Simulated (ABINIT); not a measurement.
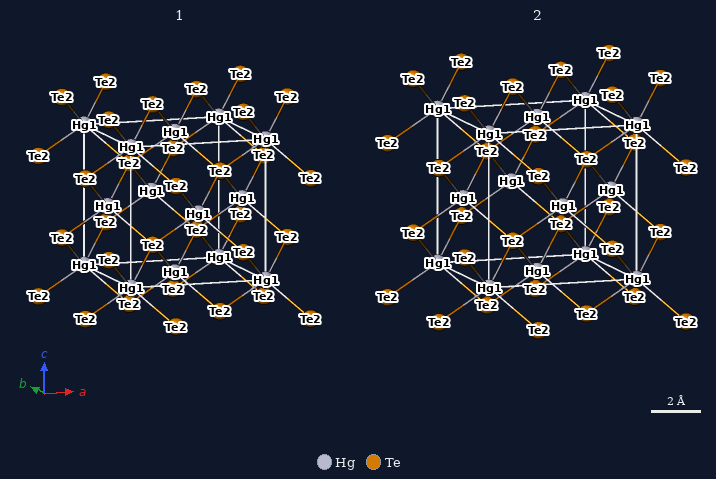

Two geometries of a crystal of HgTe (set up in F-43m), drawn at one scale. One is the start of a relaxation, the other its converged end. The picture is a ball-and-stick view of the conventional cell (4 times the calculation's cell), seen slightly off an axis. Lengths and directions refer to the drawn axes.

The calculation used ABINIT 10.8.3, Kohn-Sham DFT of a periodic cell, LDA, HGH LDA. Set-up: plane-wave cutoff 435.4 eV; k-point mesh 5 × 5 × 5; occupations fermi-dirac; smearing width 0.05 eV; no spin polarisation.

Q: Which geometry has the lower energy?

A: Structure 1 is the relaxed one. The run lets cell and atoms move. The atoms keep their places relative to the cell (all moves are under 0.005 Å). The volume changes by −24.2 %, with a = b = c 6.429 → 5.861 Å (−8.8 %). Near-neighbour distances that change, for instance: Hg1–Te2 2.784 → 2.538 Å. The space group stays F-43m (No. 216). Over 7 geometry steps the energy falls by 0.820 eV per cell of the calculation. All forces vanish by symmetry, so only the cell relaxes. Pressure: −12.29 GPa at the start and 0.00 GPa at the end. At step 2 the optimiser overshot: the energy rose above the start, and later steps came back. The run took 30 s on 1 thread of Arm Neoverse V1, with other jobs on the host, peak memory 0.07 GiB.
